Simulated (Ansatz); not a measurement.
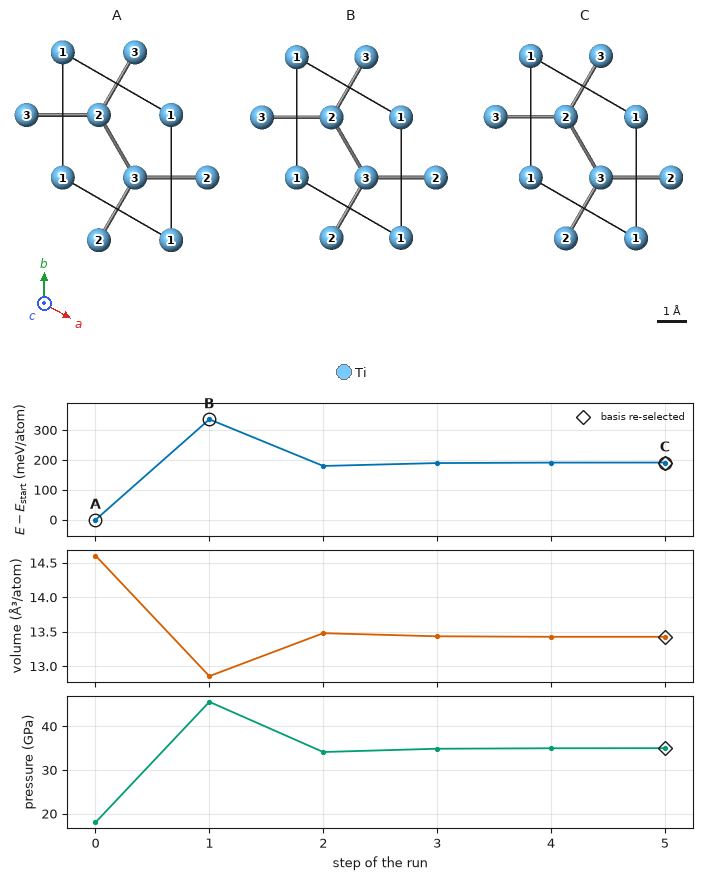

Frames of a relaxation of crystalline Ti (set up in P6/mmm), marked on the history of the run. A ball-and-stick model of the cell of the calculation, seen along the c axis.

Case: relaxed at 35 GPa.

These are results of DFT PBEsol, scalar-relativistic, plane waves, PAW (Ansatz 0.2.0), not measurements. Set-up: plane-wave cutoff 420 eV; k-point mesh 12 × 12 × 14; occupations fermi dirac; smearing width 0.15 eV; target pressure 35 GPa; no spin polarisation; cell and atoms relaxed; force threshold 0.001 eV/Å; at most 60 steps.

Describe the path.

No atom moves by more than 0.005 Å relative to the cell. The drawn cell changes as follows: a = b 4.334 → 4.209 Å (−2.9 %), c 2.694 → 2.625 Å (−2.5 %); the volume changes by −8.1 %. Near-neighbour distances that change, for instance: Ti1–Ti2 2.842 → 2.762 Å, Ti2–Ti3 2.502 → 2.430 Å, Ti1–Ti1 2.694 → 2.625 Å. The space group stays P6/mmm (No. 191). Over 4 accepted moves (5 points after the start) the energy rises by 191 meV per atom. With the target pressure of 35 GPa, the enthalpy E + pV changes by −65.9 meV per atom. All forces vanish by symmetry, so only the cell relaxes. Pressure: 18.01 GPa at the start and 35.01 GPa at the end. At 1 point the geometry stayed and the basis and grid were re-selected for the new cell (energy shift of 0.2 meV per atom at most each time). From step 0 to 1: volume −12.0 %, energy +336 meV per atom. From step 1 to 5: volume +4.4 %, energy −145 meV per atom.

```
step  E − E(0), meV/atom  pressure, GPa  volume, Å³/atom                      note
   0                0.00          18.01           14.606                          
   1              336.04          45.63           12.857                          
   2              180.11          34.14           13.480                          
   3              189.80          34.89           13.435                          
   4              191.31          34.99           13.427                          
   5              191.49          35.01           13.427  same geometry, new basis
```
